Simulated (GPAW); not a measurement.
## Se K ELNES/XANES of CdSe (F-43m) from DFT

Aim: the dependence of the Se K near-edge features of CdSe (F-43m) on volume.

Main program and level: GPAW 26.7.0; X-ray absorption from dipole matrix elements to empty bands, plane-wave PAW PBE.

## (1) Starting point

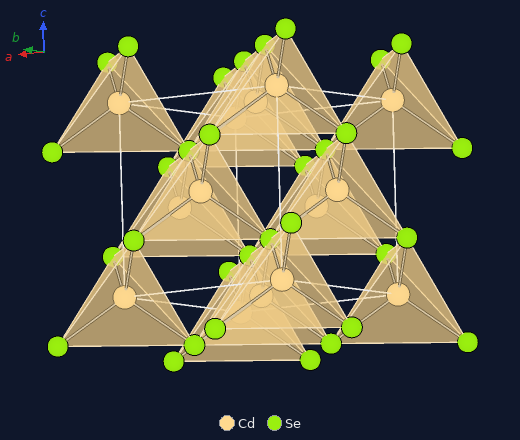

The cell as given, from a free direction (cadmium orange, selenium green). This picture shows the conventional cell, with its axes. Some periodic images of atoms are drawn too.

## (2) Ground state of the crystal

A plain self-consistent run shows whether there is a gap, which decides the set-up of the core-hole run.

Input file scf.py:

```python
import numpy as np
from ase import Atoms
from ase.parallel import parprint, paropen
from gpaw import GPAW, PW, FermiDirac, Mixer, MixerDif, setup_paths
from gpaw.test import gen
setup_paths.insert(0, '.')
gen('Se', name='nch1s', xcname='PBE', corehole=(1, 0, 0), write_xml=True)
from gpaw.mpi import world
world.barrier()

atoms = Atoms('CdSe',
    cell=[[0, 3.0702712, 3.0702712],
     [3.0702712, 0, 3.0702712],
     [3.0702712, 3.0702712, 0]],
    scaled_positions=[[0, 0, 0],
     [0.25, 0.25, 0.25]],
    pbc=True)
atoms.calc = calc = GPAW(legacy_gpaw=True, mode=PW(430), xc='PBE', setups={1: 'nch1s'},
    kpts={'size': (7, 7, 7), 'gamma': True}, occupations=FermiDirac(0.05),
    charge=0, mixer=Mixer(0.1, 5, 50), maxiter=150,
    convergence={'density': 0.0001}, txt='scf.txt')
energy = atoms.get_potential_energy() + calc.get_reference_energy()
ef = calc.get_fermi_level()
out = dict(energy=energy, fermi=ef, forces=atoms.get_forces().tolist())
parprint(f'all-electron energy {energy:.4f} eV, Fermi level {ef:.4f} eV')
ev = np.array([[calc.get_eigenvalues(k, s) for k in range(len(calc.get_ibz_k_points()))] for s in range(calc.get_number_of_spins())])
out['homo'], out['lumo'], out['counts'] = ev[ev < ef].max(), ev[ev > ef].min(), sorted(set((ev < ef).sum((0, 2)).tolist()))
out['filled'] = (ev[:, 0] < ef).sum(1).tolist()
import json
with paropen('out.json', 'w') as f:
    json.dump(out, f)
```

Started as:

```bash
$ OMP_NUM_THREADS=1 mpirun -n 2 gpaw python scf.py
```

Numbers of over 12 decimals in the logs are rounded to 6 here.

Log:

```text
Input parameters:
  convergence: {density: 0.0001}
  kpts: {gamma: True,
         size: (7, 7, 7)}
  maxiter: 150
  mixer: {backend: pulay,
          beta: 0.1,
          method: separate,
          nmaxold: 5,
          weight: 50}
  mode: {ecut: 430.0,
         name: pw}
  occupations: {fixmagmom: False,
                name: fermi-dirac,
                width: 0.05}
  setups: {1: nch1s}
  xc: PBE

Initialize ...

[... PAW data sets ...]

Reference energy: -218276.651313  # eV

Spin-paired calculation

[... convergence settings ...]
Symmetries present (total): 24
  [... symmetry matrices ...]

343 k-points: 7 x 7 x 7 Monkhorst-Pack grid
20 k-points in the irreducible part of the Brillouin zone
       k-points in crystal coordinates                weights
   0:     0.00000000    0.00000000    0.00000000          1/343
   1:     0.14285714    0.14285714    0.00000000          6/343
   2:     0.14285714    0.14285714    0.14285714          8/343
   3:     0.28571429    0.14285714    0.14285714         12/343
   4:     0.28571429    0.28571429    0.00000000          6/343
   5:     0.28571429    0.28571429    0.14285714         24/343
   6:     0.28571429    0.28571429    0.28571429          8/343
   7:     0.42857143   -0.28571429   -0.28571429         12/343
   8:     0.42857143    0.28571429   -0.42857143         48/343
   9:     0.42857143    0.28571429   -0.28571429         24/343
          ...
  19:     0.42857143    0.42857143    0.42857143          8/343

Wave functions: Plane wave expansion
  Cutoff energy: 430.000 eV
  Number of coefficients (min, max): 1161, 1211
  Pulay-stress correction: 0.000000 eV/Ang^3 (de/decut=0.000000)
  Using FFTW library
  Wavefunction extrapolation:
    Improved wavefunction reuse through dual PAW basis

Occupation numbers: Fermi-Dirac:
  width: 0.0500  # eV

Eigensolver
   Davidson(niter=2)

Densities:
  Coarse grid: 21*21*21 grid
  Fine grid: 42*42*42 grid
  Total Charge: 0.000000

Density mixing:
  Method: separate
  Backend: pulay
  Linear mixing parameter: 0.1
  old densities: 5
  Width of damping distribution: 1.1
  Damping of long wavelength oscillations: 50

[... Hamiltonian set-up ...]
Number of atoms: 2
Number of atomic orbitals: 13
Number of bands in calculation: 13
Number of valence electrons: 18
Bands to converge: occupied

... initialized

Initializing position-dependent things.

Density initialized from atomic densities
Creating initial wave functions:
  13 bands from LCAO basis set

            Se

       Cd

Atomic positions and initial magnetic moments

Positions:
   0 Cd     0.000000    0.000000    0.000000    ( 0.0000,  0.0000,  0.0000)
   1 Se     1.535136    1.535136    1.535136    ( 0.0000,  0.0000,  0.0000)

Unit cell:
           periodic     x           y           z      points  spacing
  1. axis:    yes    0.000000    3.070271    3.070271    21     0.1688
  2. axis:    yes    3.070271    0.000000    3.070271    21     0.1688
  3. axis:    yes    3.070271    3.070271    0.000000    21     0.1688

  Lengths:   4.342019   4.342019   4.342019
  Angles:   60.000000  60.000000  60.000000

Effective grid spacing dv^(1/3) = 0.1842

iter:   1    -5.983880
iter:   2    -5.837156   -2.24  -1.17
iter:   3    -5.633103   -1.49  -1.25
iter:   4    -5.633729   -3.02  -1.62
iter:   5    -5.628700c  -3.42  -1.84
iter:   6    -5.628275c  -3.28  -2.65
iter:   7    -5.627697c  -4.31  -2.54
iter:   8    -5.627729c  -5.47  -3.28
iter:   9    -5.627713c  -5.30  -3.24
iter:  10    -5.627713c  -6.53  -4.15c
iter:  11    -5.627713c  -7.63c -4.30c

Converged after 11 iterations.

Dipole moment: (-3.177207, -3.177207, -3.177207) |e|*Ang

Energy contributions relative to reference atoms: (reference = -218276.651313)

Kinetic:        +18.483939
Potential:      -16.846777
External:        +0.000000
XC:              -7.339146
Entropy (-ST):   -0.000034
Local:           +0.074288
SIC:             +0.000000
--------------------------
Free energy:     -5.627730
Extrapolated:    -5.627713

Showing only first 2 kpts
 Kpt  Band  Eigenvalues  Occupancy
  0     7      3.33550    1.99559
  0     8      3.33550    1.99559
  0     9      3.87886    0.01713
  0    10      9.24606    0.00000

  1     7      2.92823    2.00000
  1     8      2.92823    2.00000
  1     9      5.43948    0.00000
  1    10      8.40993    0.00000

Fermi level: 3.64130

Gap: 0.543 eV
Transition (v -> c):
  (s=0, k=0, n=8, [0.00, 0.00, 0.00]) -> (s=0, k=0, n=9, [0.00, 0.00, 0.00])
No difference between direct/indirect transitions

Forces in eV/Ang:
  0 Cd    0.00000    0.00000   -0.00000
  1 Se    0.00000    0.00000   -0.00000
Scalar-relativistic atomic PBE calculation for Se (Selenium, Z=34)
Core hole in 1s state (1s occupation: 2.0)
600 radial gridpoints.
|------------------------------------------------|
|------------------------------------------------|
[... the atom generator's iteration count ...]

Energy contributions:
-------------------------
Kinetic:    +2477.789467
XC:           -87.790224
Potential:  -4819.259293
-------------------------
Total:      -2429.260050

state      eigenvalue         ekin         rmax
-----------------------------------------------
1s^2.0 :  -459.242753   587.200225        0.029
2s^2.0 :   -59.035804   114.329805        0.165
2p^6.0 :   -51.951958   111.151680        0.132
3s^2.0 :    -7.842399    26.895981        0.502
3p^6.0 :    -5.622421    24.303443        0.500
3d^10.0:    -1.952373    19.200755        0.453
4s^2.0 :    -0.634914     3.625453        1.511
4p^4.0 :    -0.239319     2.237064        1.809
-----------------------------------------------
(units: Bohr and Hartree)

Generating PAW setup
Kinetic energy of the core from tauc = 2492.234148
Cutoffs:
rc(s)=1.600
rc(p)=1.900
rc(d)=1.600
rc(vbar)=1.440
rc(comp)=1.600
rc(nct)=1.900

Kinetic energy of the core states: 2461.590304
Charge: 0.0
Core electrons: 28.0
Valence electrons: 6.0
Pseudo-core charge: 1.078259
Shape function alpha=3.906
Pseudo-electron charge 7.368440
state    eigenvalue         norm
--------------------------------
4s(2) :    -0.634914     1.091049
*s    :     0.365086
4p(4) :    -0.239319     1.027021
*p    :     0.760681
*d    :     0.000000
--------------------------------

Diagonalizing with gridspacing h=0.050

state   all-electron     PAW
-------------------------------
4s:      -0.634914    -0.635422
4p:      -0.239319    -0.239692
*d:                    0.039336
*f:                    0.072876
-------------------------------
all-electron energy -218282.2790 eV, Fermi level 3.6413 eV
```

Run time: 7.2 s. Hardware: 2 MPI ranks of Arm Neoverse V1, shared host; peak memory 0.17 GiB; 14 s of CPU time.

The mesh shows a gap of 0.54 eV, so the hole is first treated in a charged cell, without the excited electron.

## (3) Reference energy of the supercell

The photon energy needs a difference of total energies, so the cell and mesh of the coming hole run are first run without a hole.

Changes to scf.py since step 2:

```diff
@@ -10,11 +10,17 @@
 
-atoms = Atoms('CdSe',
-    cell=[[0, 3.0702712, 3.0702712],
-     [3.0702712, 0, 3.0702712],
-     [3.0702712, 3.0702712, 0]],
+atoms = Atoms('Cd4Se4',
+    cell=[[0, -6.1405424, 0],
+     [-6.1405424, 0, 0],
+     [0, 0, -6.1405424]],
     scaled_positions=[[0, 0, 0],
-     [0.25, 0.25, 0.25]],
+     [0.5, 0, 0.5],
+     [0, 0.5, 0.5],
+     [0.5, 0.5, 0],
+     [0.75, 0.75, 0.75],
+     [0.25, 0.75, 0.25],
+     [0.75, 0.25, 0.25],
+     [0.25, 0.25, 0.75]],
     pbc=True)
-atoms.calc = calc = GPAW(legacy_gpaw=True, mode=PW(430), xc='PBE', setups={1: 'nch1s'},
-    kpts={'size': (7, 7, 7), 'gamma': True}, occupations=FermiDirac(0.05),
+atoms.calc = calc = GPAW(legacy_gpaw=True, mode=PW(430), xc='PBE', setups={4: 'nch1s'},
+    kpts={'size': (3, 3, 3), 'gamma': True}, occupations=FermiDirac(0.02),
     charge=0, mixer=Mixer(0.1, 5, 50), maxiter=150,
```

Log:

```text
Input parameters:
  convergence: {density: 0.0001}
  kpts: {gamma: True,
         size: (3, 3, 3)}
  maxiter: 150
  mixer: {backend: pulay,
          beta: 0.1,
          method: separate,
          nmaxold: 5,
          weight: 50}
  mode: {ecut: 430.0,
         name: pw}
  occupations: {fixmagmom: False,
                name: fermi-dirac,
                width: 0.02}
  setups: {4: nch1s}
  xc: PBE

Initialize ...

[...]
4s(2) :    -0.634914     1.091049
*s    :     0.365086
4p(4) :    -0.239319     1.027021
*p    :     0.760681
*d    :     0.000000
--------------------------------

Diagonalizing with gridspacing h=0.050

state   all-electron     PAW
-------------------------------
4s:      -0.634914    -0.635422
4p:      -0.239319    -0.239692
*d:                    0.039336
*f:                    0.072876
-------------------------------
all-electron energy -873129.0995 eV, Fermi level 3.6208 eV
[key lines of the parts left out:]
Converged after 15 iterations.
Dipole moment: (0.000004, 0.000004, 0.000004) |e|*Ang
Free energy:    -22.496783
Fermi level: 3.62080
```

The job ended after 21 s (2 MPI ranks; peak memory 0.24 GiB; 42 s of CPU time).

Reference energy: -873129.100 eV with the cores included.

(Continued in part 2 of 3.)

[Banner, clock and machine lines of the logs are left out without a mark of their own.]

[Logs are printed without paths, hosts, clocks, repeated set-up lines and the standing remarks that a program may print on its own settings, such as how far it seeks lower states.]

[Hosts, paths, dates, database ids (printed as entryN), source tags and the programs' standing remarks are cut or masked in the printed files.]

[Lists of maxima count a maximum above −3 eV only where it reaches 4 % of the highest in the window and stands out from its surroundings by 2 % of it (1.5 % where it reaches 55 %); shoulders and weaker maxima are passed over, and of the rest the first, up to two pre-edge ones and the few strongest are named.]
